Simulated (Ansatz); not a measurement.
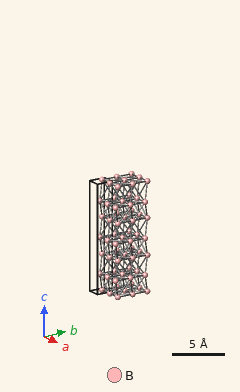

Starting structure of a crystal of B (a generated structure, set up in P6_3mc) (coarse preliminary run). Style: ball-and-stick. Shown: the cell of the calculation, repeated 3 × 3 × 1 with one cell outlined, slightly off an axis.

Method: DFT PBE, scalar-relativistic, plane waves, PAW (Ansatz 0.2.0).

Input file:
```yaml
crystal:
  lattice:
    - [2.22093163, 0.0, 0.0]
    - [-1.11046582, 1.92338321, 0.0]
    - [0.0, 0.0, 10.81593994]
  atoms:
    - { symbol: B, position: [0.66666667, 0.33333333, 0.83062619] }
    - { symbol: B, position: [0.33333333, 0.66666667, 0.66813409] }
    - { symbol: B, position: [0.66666667, 0.33333333, 0.16813409] }
    - { symbol: B, position: [0.33333333, 0.66666667, 0.00157258] }
    - { symbol: B, position: [0.66666667, 0.33333333, 0.50157258] }
    - { symbol: B, position: [0.33333333, 0.66666667, 0.33062619] }
basis:
  ecutwfc: 420
kpoints:
  mp_grid: { grid: [12, 12, 2] }
hamiltonian:
  xc: pbe
scf:
  occupations: { method: gaussian, width: 0.1 }
  lower_state_search: "off"
output:
  forces: true
  stress: true
  eigenvalues: true
relax:
  adjacent_minimum: "off"
  f_tol: 0.04
  max_steps: 70
  cell: { stress_tol: 0.4 }
```

Command:
```bash
ansatz run input.yaml --threads 1 --pin off --max-ram 2560MiB --backend cpu --events-out ev --progress --plain --runs-dir out
```

Question: Where does the relaxation end?

Answer: The energy falls by 1069 meV per atom in 37 accepted moves (43 points after the start). The largest force component goes from 0.14 to 0.00063 eV/Å. The pressure goes from −37.47 to 0.17 GPa. The line search rejected the trial steps at points 15, 26 of the run. At 4 points the geometry stayed and the basis and grid were re-selected for the new cell (energy shift of 122 meV per atom at most each time). The largest moves relative to the cell, 0.083 Å, are those of B1 and B6. B6 goes along +c. The drawn cell changes as follows: a = b 2.221 → 1.714 Å (−22.8 %), c 10.816 → 26.208 Å (+142.3 %); the volume changes by +44.4 %. Some distances before and after: B1–B2 2.176 → 4.489 Å, B2–B5 2.211 → 4.483 Å, B1–B4 2.250 → 4.464 Å, B1–B1 2.221 → 1.714 Å. Within 0.06 Å the space group is P6_3/mmc at the start and P6_3/mmc at the end; at a tighter tolerance small leftover displacements or strains of the cell lower it. Cost: 4.6 min on 1 thread of Intel(R) Xeon(R) Processor @ 2.50GHz (Skylake/Cascade Lake), on a shared host, peak memory 0.39 GiB.

Final geometry:

```
B
1.0
     1.71445    0.00000    0.00000
    -0.85723    1.48476    0.00000
     0.00000    0.00000   26.20829
B
6
Direct
  0.66667 0.33333 0.83378
  0.33333 0.66667 0.66670
  0.66667 0.33333 0.16670
  0.33333 0.66667 0.99986
  0.66667 0.33333 0.49986
  0.33333 0.66667 0.33378
```

After the run, drawn alike:

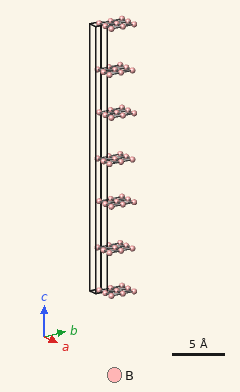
